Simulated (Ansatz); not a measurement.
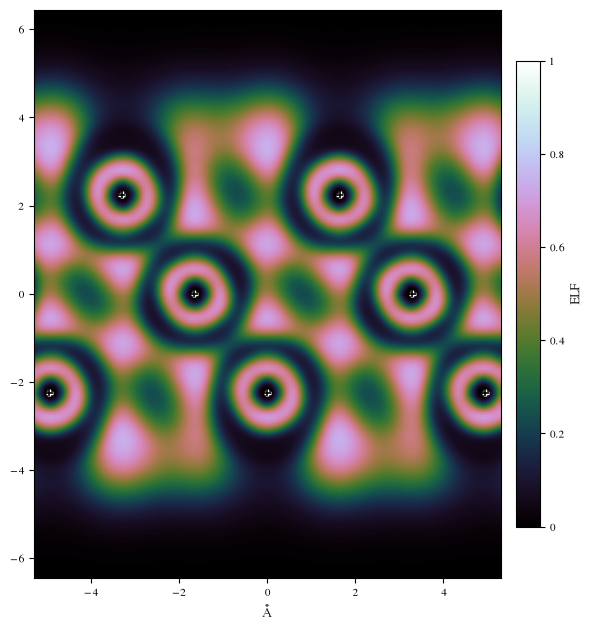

The ELF on a plane through atoms (crosses mark nuclei in the plane).

These are results of Ansatz, DFT PBE+D3(BJ), scalar-relativistic, plane waves, PAW, not measurements.

Candidates:
A. Ti (slab), a = 5.71 Å, b = 5.71 Å, c = 20.66 Å, α = 90.00°, β = 90.00°, γ = 120.00°. Computed without spin polarisation.
B. MoS2, a = 3.15 Å, b = 3.15 Å, c = 12.09 Å, α = 90.00°, β = 90.00°, γ = 120.00°. Space group P6₃/mmc; computed without spin polarisation.

Question: Which candidate gave the map?

Answer: Candidate A: Ti on the (110) plane of the calculation cell, a cut from vacuum to vacuum, which holds Ti. Ti–Ti (2.79 Å): the ELF is about 0.25 at the midpoint (no localised pair shows between them).
